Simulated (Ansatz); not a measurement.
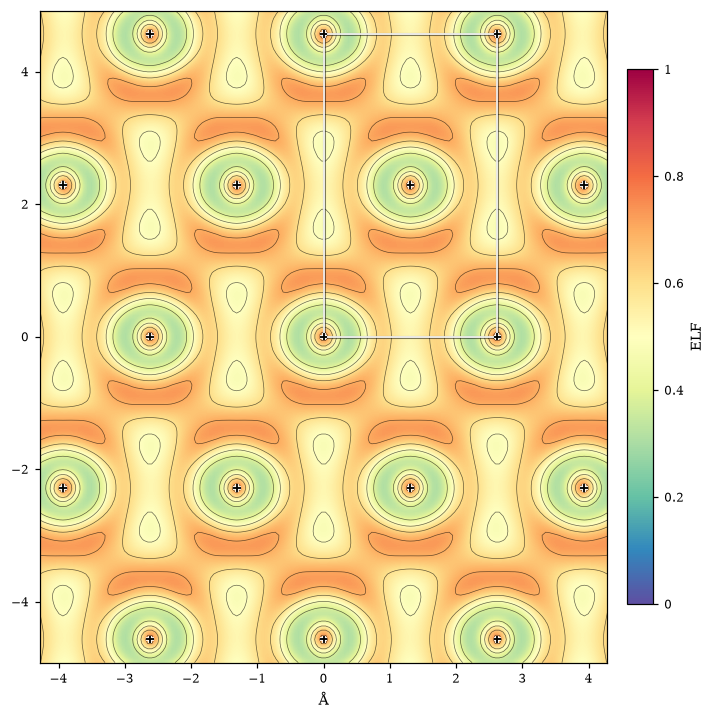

The ELF on a plane through atoms (crosses mark nuclei in the plane).

Computed with Ansatz, Kohn-Sham DFT of a periodic cell, HSE06, Ansatz PAW.

Candidates:
A. Co, a = 2.50 Å, b = 2.50 Å, c = 4.07 Å, α = 90.00°, β = 90.00°, γ = 120.00°. Space group P6₃/mmc; a structure from a database of computed crystals, not necessarily the ambient phase; computed pressure about −4 GPa in this cell; spin-polarised.
B. Si, a = 3.23 Å, b = 3.23 Å, c = 2.62 Å, α = 90.00°, β = 90.00°, γ = 90.00°. Space group I4/mmm; a structure from a database of computed crystals, not necessarily the ambient phase; computed pressure about 4 GPa in this cell.
C. Ti, a = 4.03 Å, b = 4.03 Å, c = 4.03 Å, α = 90.00°, β = 90.00°, γ = 90.00°. Space group Fm-3m; computed pressure about 7 GPa in this cell.

Question: Which system is this?

Answer: Candidate B: Si on the (110) plane of the conventional cell, which holds Si. Si–Si (2.62 Å): the ELF peaks at about 0.60 between the atoms.
